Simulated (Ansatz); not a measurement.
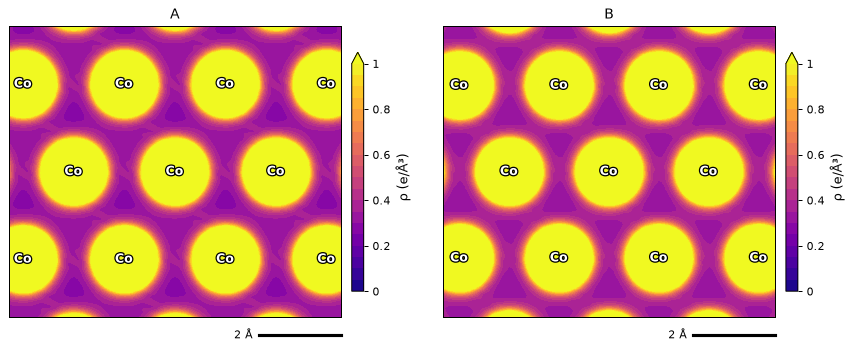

Co. The valence electron density of two cells that differ in size, on the (001) plane of each (indices in the axes of the calculation cell), at one length scale and on one colour scale: A has 10.7 Å³ an atom and B 10.2.

Space group P-3m1; a structure from a database of computed crystals, not necessarily the ambient phase; spin-polarised.

Method: Ansatz, Kohn-Sham DFT of a periodic cell, HSE06, Ansatz PAW.

### What does the compression do to the bonding and the properties?

From the larger cell to the smaller, Co–Co goes from 2.47 to 2.44 Å, and the density at its midpoint from 0.36 to 0.38 e/Å³; the pressure goes from 13 to 21 GPa.
